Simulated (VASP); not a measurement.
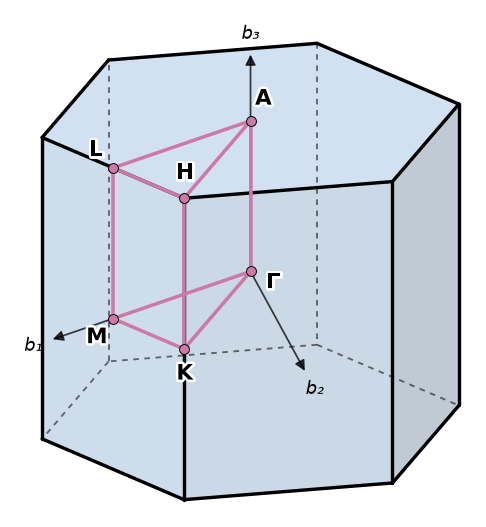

The figure shows the first Brillouin zone with its special points and a band path. Crystal: WC, the end point of a relaxation with VASP Kohn-Sham DFT of a periodic cell, PBE with TS, VASP PAW PBE potentials, recommended (VASP). Geometry calculated from the standardised cell; symmetry tolerance 0.002 Å.

Labels and path follow the convention of Hinuma et al. (2017), as computed by seekpath; the arrows show the directions of the reciprocal primitive vectors b₁, b₂, b₃.

**Which Bravais lattice has this zone?**

A primitive hexagonal lattice (hP; extended symbol hP2). The zone is a hexagonal prism in its combinatorial type: 8 faces (6 with 4 edges, 2 with 6 edges), 18 edges, 12 vertices.

**In which order does the conventional band path visit the special points?**

Γ–M–K–Γ–A–L–H–A | L–M | H–K
